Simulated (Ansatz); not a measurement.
# WSe: geometry relaxation (part 2 of 2)

WSe (Pm-3m, 2 atoms in the cell); DFT PBEsol, scalar-relativistic, plane waves, PAW, no spin polarisation (Ansatz 0.2.0); cutoff 420 eV, 14×14×14 k-mesh, Gaussian smearing of 0.1 eV. The structure was built on a prototype by a generator; it need not be a known phase.

Geometry of the input (Å; fractional positions):
```
3.0995  0.0000  0.0000
0.0000  3.0995  0.0000
0.0000  0.0000  3.0995
W  0.0000  0.0000  0.0000
Se 0.5000  0.5000  0.5000
```

What the program printed, continued:
```
SCF iter   1: F=—  HF=-15680.004279 eV  |F-HF|=—  |Δ(HF+E_count)|=         —  Δρ=2.37e-4  dr2=3.64e-7  ethr=4.77e-9  ⟨swp⟩=3.3  Hψ=17493  notcnv=0
preconditioner: auto → none  [metal: Δε(μ)=0.044 eV  Ē_g=9.088 eV  σ=0.100 eV  W_gap=0.24  n_scr=6 (ndim 8)  ℏωp=23.4 eV  f_vac=0.000  D(μ)=1.46/eV (n_scr^D=18)]
SCF iter   2: F=—  HF=-15680.004284 eV  |F-HF|=—  |Δ(HF+E_count)|=   4.58e-6  Δρ=1.18e-4  dr2=9.09e-8  ethr=1.21e-9  ⟨swp⟩=1.0  Hψ=2280  notcnv=0
SCF iter   3: F=—  HF=-15680.004285 eV  |F-HF|=—  |Δ(HF+E_count)|=   1.02e-6  Δρ=3.72e-6  dr2=4.32e-10  ethr=3.03e-10  ⟨swp⟩=1.0  Hψ=2280  notcnv=0
iter 4 did not close the SCF: its close was put off for the readings that it lacked (scf_convergence_deferred on its scf_iter line)
SCF iter   4: F=-15680.004285 eV  HF=-15680.004285 eV  |F-HF|=9.09e-12  |Δ(HF+E_count)|=  9.82e-11  Δρ=3.49e-7  dr2=1.13e-11  ethr=1.44e-12  ⟨swp⟩=2.0  Hψ=3951  notcnv=0
iter 5 did not close the SCF: its close was put off for the readings that it lacked (scf_convergence_deferred on its scf_iter line)
SCF iter   5: F=-15680.004285 eV  HF=-15680.004285 eV  |F-HF|=0.00e0  |Δ(HF+E_count)|=  1.82e-12  Δρ=4.48e-8  dr2=3.23e-13  ethr=1.00e-12  ⟨swp⟩=1.0  Hψ=2280  notcnv=0
iter 6 did not close the SCF: its close was put off for the readings that it lacked (scf_convergence_deferred on its scf_iter line)
SCF iter   6: F=-15680.004285 eV  HF=-15680.004285 eV  |F-HF|=9.09e-12  |Δ(HF+E_count)|=  5.46e-12  Δρ=3.91e-9  dr2=2.17e-15  ethr=1.00e-12  ⟨swp⟩=1.0  Hψ=2280  notcnv=0
iter 7 did not close the SCF: its close was put off for the readings that it lacked (scf_convergence_deferred on its scf_iter line)
SCF iter   7: F=-15680.004285 eV  HF=-15680.004285 eV  |F-HF|=1.82e-12  |Δ(HF+E_count)|=  1.82e-12  Δρ=1.61e-9  dr2=1.99e-16  ethr=1.00e-12  ⟨swp⟩=1.0  Hψ=2280  notcnv=0
SCF iter   8: F=-15680.004285 eV  HF=-15680.004285 eV  |F-HF|=0.00e0  |Δ(HF+E_count)|=  1.82e-12  Δρ=1.40e-10  dr2=4.18e-18  ethr=1.00e-12  ⟨swp⟩=2.1  Hψ=6643  notcnv=0
SCF 5 converged in 8 iterations: F = -15680.004285 eV  dr2 = 4.18e-18
relax step   5: F+E_penalty+E_count = -15680.00428502 eV  Δ(F+E_penalty+E_count) = -9.896e-5 eV  max|allowed force component| = 4.602e-31 eV/Å  Δτ_max = 0.0000 Å  P = -0.003 GPa  Ω = 30.142 Å³  stress off target by 3.00e-3 GPa  SCF on the basis re-selected at this cell (its energy is not comparable with the rows above)  (8 SCF iters)
```

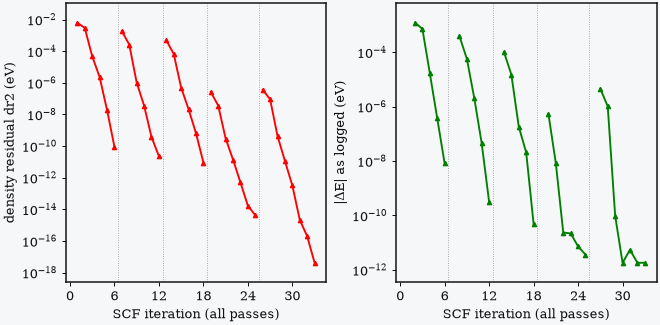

Convergence of the self-consistent field: density residual dr2 and size of the energy change against the SCF iteration. The dotted lines part the SCF passes of the relaxation: geometry steps, rejected trials and re-solves on a re-selected basis. The 5 passes take 6 to 8 iterations each, 33 in all.

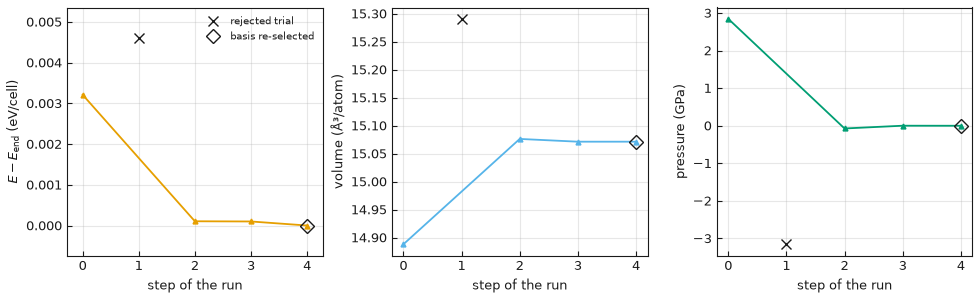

Progress of the relaxation, step by step (the first geometry is step 0 here and step 1 in the log). No atom moves by more than 0.005 Å relative to the cell. The volume changes by +1.2 %, with a = b = c 3.099 → 3.112 Å (+0.4 %). Among the contacts that change: W1–Se2 2.684 → 2.695 Å. The space group stays Pm-3m (No. 221). The energy falls by 3.1 meV per cell of the calculation in 3 geometry steps. All forces vanish by symmetry, so only the cell relaxes. The pressure goes from 2.84 to 0.00 GPa. The line search rejected the trial step at point 1 (counted from 0) and went back. A last SCF at the same geometry on a re-selected plane-wave basis shifts the energy by −0.1 meV per cell of the calculation. (Atoms are counted from 1 in the order of the input.)

```
basis re-selected at this cell: Δ(F+E_penalty+E_count) = -9.896e-5 eV, ΔP = -0.001 GPa vs the last step (what re-selecting the basis moved, of the pressure what is left beyond the Pulay correction that the steps carried, after the strain that the cell walked since its last selection, with what the two solves' SCF thresholds leave and, on support functions, any second-order correction that the steps lacked; it is no measure of the basis error at this ecutwfc). This SCF's stress stands 3.00e-3 GPa from its target on what of the cell is left free (relax.cell.stress_tol is 5.00e-2 GPa) and its largest allowed force component is 4.60e-31 eV/Å (relax.f_tol is 1.00e-2 eV/Å): within both
SCF converged after 8 iterations
Free energy (F): -15680.004285 eV
Harris-Foulkes:  -15680.004285 eV  (|F-HF|=0.00e0)
Internal energy: -15679.996961 eV  (E = F + TS)
E sigma→0 (E₀):  -15680.000623 eV
Entropy (-TS):   -0.007324 eV (-3.662 meV/atom)
Fermi energy:    20.902128 eV
--- Per-component energies (eV) ---
  E_band       = -318.780287
  E_kinetic    = 574.583065
  E_local      = -2336.073645  (includes V_loc(G=0)·N_el)
  E_nonlocal   = -585.098946
  E_hartree    = 1140.811688
  E_xc         = -370.422647
  E_vxc        = -339.401881  (∫ρ·V_xc dr)
  E_paw        = -10306.955430  (= ΣΔE_a)
  E_vpaw       = 85.588389  (= ΣTr[D̂ρ^β])
  E_aug_tail   = -0.000645  (compensation charges beyond the density's cutoff)
  E_ewald      = -3798.070643
  E_core_change = 1.230243  (= ΣΔE_core)
  E_smearing   = -0.007324  (= −TS)
  E_closure    = 0.000000  (closes the sum)
  Σ components = -15680.004285   (vs F -15680.004285, Δ=0.00e0)
--- Forces (eV/Å), atoms counted from 1 ---
  atom   1  W      0.00000000     0.00000000     0.00000000
  atom   2  Se     0.00000000    -0.00000000     0.00000000
  max |Σ_I F_I| component: 9.20e-31 eV/Å
--- Stress (GPa, compression-positive) ---
       -0.002997      -0.000000      -0.000000
       -0.000000      -0.002997       0.000000
       -0.000000       0.000000      -0.002997
  P = ⅓ Tr σ = -0.0030 GPa (-0.030 kbar)
--- Band table (eV; the first three rows and the last of 120) ---
  k-point 0: bands = ["-53.2923", "-28.5257", "-28.5257", "-28.5177", "-28.5177", "-28.5177", "-17.4661", "-17.4661", "-17.4661", "3.3943", "16.7616", "16.7616", "18.6447", "18.6447", "18.6447", "21.9086", "21.9086", "21.9086", "22.7647"]
  k-point 1: bands = ["-53.2918", "-28.5257", "-28.5253", "-28.5178", "-28.5178", "-28.5176", "-17.4813", "-17.4645", "-17.4645", "3.4705", "16.4250", "16.8051", "18.4934", "18.4934", "18.6229", "21.9278", "22.1009", "22.1009", "23.2459"]
  k-point 2: bands = ["-53.2901", "-28.5256", "-28.5241", "-28.5182", "-28.5182", "-28.5176", "-17.5238", "-17.4603", "-17.4603", "3.6935", "15.4646", "16.9313", "18.1305", "18.1305", "18.9017", "21.9825", "22.5940", "22.5940", "24.2546"]
  k-point 119: bands = ["-53.2578", "-28.5236", "-28.5236", "-28.5236", "-28.5124", "-28.5124", "-17.6754", "-17.6754", "-17.6754", "7.8669", "12.5668", "12.5668", "12.5668", "23.1901", "23.1901", "23.1901", "24.1954", "24.1954", "26.6165"]
--- Relaxed structure (4 steps of the walk, 3 accepted, 1 SCFs on fresh bases) ---
  F+E_penalty+E_count = -15680.00428502 eV   max|allowed force component| = 4.602e-31 eV/Å   (the final SCF, on the basis selected at the relaxed cell)
  cell:  # Å, volume = 30.1424 Å³
    - [3.1121418423108955, 6.219148778750448e-35, 1.2538606408771066e-34]
    - [6.219148778750448e-35, 3.1121418423108955, 0.0]
    - [1.2538606408771066e-34, 0.0, 3.1121418423108955]
  atoms:
    - { symbol: W, position: [-2.869831680070859e-48, 1.4717085538824915e-49, -1.4717085538824915e-49] }
    - { symbol: Se, position: [0.5, 0.5, 0.5] }
```

Trajectory as extended XYZ (Å, eV, eV/Å), 5 frames, from step=1 to step=5:
```
2
Lattice="3.0995 0.0000 0.0000 0.0000 3.0995 0.0000 0.0000 0.0000 3.0995" Properties=species:S:1:pos:R:3:forces:R:3 step=1 energy=-15680.00108 pressure_GPa=2.84
W     0.0000    0.0000    0.0000    0.0000   0.0000   0.0000
Se    1.5497    1.5497    1.5497    0.0000   0.0000   0.0000
2
Lattice="3.1272 0.0000 0.0000 0.0000 3.1272 0.0000 0.0000 0.0000 3.1272" Properties=species:S:1:pos:R:3:forces:R:3 step=2 energy=-15679.99967 pressure_GPa=-3.16 accepted=F
W     0.0000    0.0000    0.0000    0.0000   0.0000   0.0000
Se    1.5636    1.5636    1.5636    0.0000   0.0000   0.0000
2
Lattice="3.1125 0.0000 0.0000 0.0000 3.1125 0.0000 0.0000 0.0000 3.1125" Properties=species:S:1:pos:R:3:forces:R:3 step=3 energy=-15680.00418 pressure_GPa=-0.08
W     0.0000    0.0000    0.0000    0.0000   0.0000   0.0000
Se    1.5562    1.5562    1.5562    0.0000   0.0000   0.0000
2
Lattice="3.1121 0.0000 0.0000 0.0000 3.1121 0.0000 0.0000 0.0000 3.1121" Properties=species:S:1:pos:R:3:forces:R:3 step=4 energy=-15680.00419 pressure_GPa=-0.00
W     0.0000    0.0000    0.0000    0.0000   0.0000   0.0000
Se    1.5561    1.5561    1.5561    0.0000   0.0000   0.0000
2
Lattice="3.1121 0.0000 0.0000 0.0000 3.1121 0.0000 0.0000 0.0000 3.1121" Properties=species:S:1:pos:R:3:forces:R:3 step=5 energy=-15680.00429 pressure_GPa=-0.00
W     0.0000    0.0000    0.0000    0.0000   0.0000   0.0000
Se    1.5561    1.5561    1.5561    0.0000   0.0000   0.0000
```

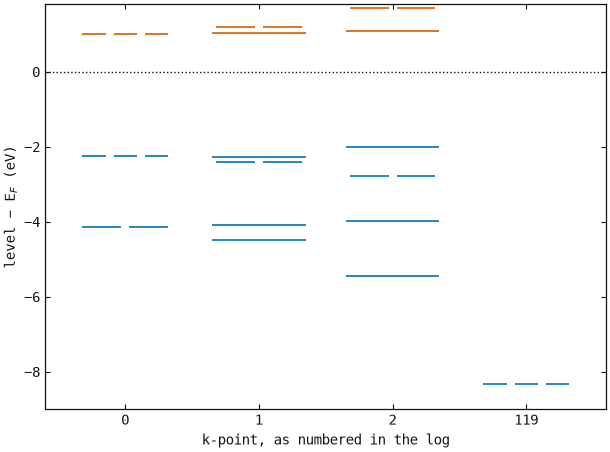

Kohn–Sham levels near the Fermi level (dotted) at the few k-points that the log prints; levels within 0.02 eV of each other stand side by side. The system is metallic on the full mesh.

Key numbers:

```json
{"quantity": "outcome", "value": "converged"}
{"quantity": "space group (tolerance 0.01 Å)", "value": "Pm-3m (221)"}
{"quantity": "electrons treated", "value": "30"}
{"quantity": "free energy", "value": "−15680.0043 eV"}
{"quantity": "Fermi energy", "value": "20.902 eV"}
{"quantity": "gap on the k-point mesh", "value": "none (metallic)"}
{"quantity": "pressure", "value": "0.00 GPa"}
{"quantity": "final volume", "value": "30.14 Å³"}
{"quantity": "largest force (length of the vector) at the end", "value": "under 0.001 eV/Å"}
{"quantity": "final cell", "value": "a = 3.112 Å, b = 3.112 Å, c = 3.112 Å, α = 90.00°, β = 90.00°, γ = 90.00°"}
{"quantity": "hardware", "value": "1 thread of Intel Xeon @ 2.50GHz (Skylake/Cascade Lake), 189 GiB of memory available, shared host"}
{"quantity": "wall time", "value": "41 s"}
{"quantity": "peak memory", "value": "0.4 GiB"}
```

Notes:

Spin–orbit coupling is left out, which matters for W.
